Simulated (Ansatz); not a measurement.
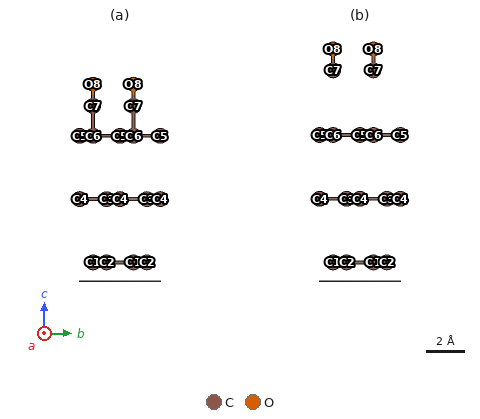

The structure of a slab of composition C$_{7}$O (cut from the R-3m phase) before (left) and after (right) a constrained relaxation, at one scale.

A ball-and-stick model of the 3 × 2 repeat of the cell, outlined in the plane, without the vacuum, seen along the a axis.

Case: CO put at a top C site. The slab is the (0 0 1) face of C with CO on it. 2 atoms are held fixed.

All numbers below come from Ansatz 0.2.0, DFT PBE+D3(BJ), scalar-relativistic, plane waves, PAW.

Input
```yaml
crystal:
  lattice:
    - [2.4650495083, 0.0, 0.0]
    - [-1.2325247541, 2.1347954958, 0.0]
    - [0.0, 0.0, 26.8487123425]
  atoms:
    - { symbol: C, position: [0.6666666667, 0.3333333333, 0.3165887396] }
    - { symbol: C, position: [0.3333333333, 0.6666666667, 0.3166487054] }
    - { symbol: C, position: [0.3333333333, 0.6666666667, 0.4413079859] }
    - { symbol: C, position: [0.0, 0.0, 0.4413679518] }
    - { symbol: C, position: [0.0, 0.0, 0.5660272323] }
    - { symbol: C, position: [0.6666666667, 0.3333333333, 0.5660871981] }
    - { symbol: C, position: [0.6666666667, 0.3333333333, 0.6249354579] }
    - { symbol: O, position: [0.6666666667, 0.3333333333, 0.6677680521] }
basis:
  ecutwfc: 420
kpoints:
  mp_grid: { grid: [12, 12, 1] }
hamiltonian:
  xc: pbe
  dispersion: d3bj
scf:
  occupations: { method: gaussian, width: 0.05 }
output:
  forces: true
  eigenvalues: true
  write_density: true
  write_potential: true
  elf: true
  volumetric_format: npy
relax:
  adjacent_minimum: "off"
  f_tol: 0.03
  max_steps: 70
  constraints: [{ sites: [0, 1] }]
efield:
  axis: 3
  dipole_correction: true
  ramp_width: 0.04
```

Command:
```bash
ansatz run input.yaml --threads 1 --pin off --max-ram 2560MiB --backend cpu --events-out ev --progress --plain --runs-dir out
```

### Summarise the run.

The largest moves, 1.88 Å, are those of C7 and O8. C7 goes along the normal (+c). Largest moves by element: C 1.88 Å, O 1.87 Å. The cell doesn't change. Among the contacts that change: C6–C7 1.580 → 3.417 Å, C5–C7 2.128 → 3.702 Å, C7–O8 1.150 → 1.134 Å. Bonds break: C6–C7 (1.58 → 3.42 Å). After 13 accepted moves (14 points after the start) the energy has fallen by 2.765 eV per cell of the calculation. Largest force component: 5 eV/Å at the start, 0.012 eV/Å at the end. 1 step only repeated the SCF at the same geometry.

Limits of the set-up: the periodic images lie only 2.5 Å apart, so the values are limited by the cell's size.
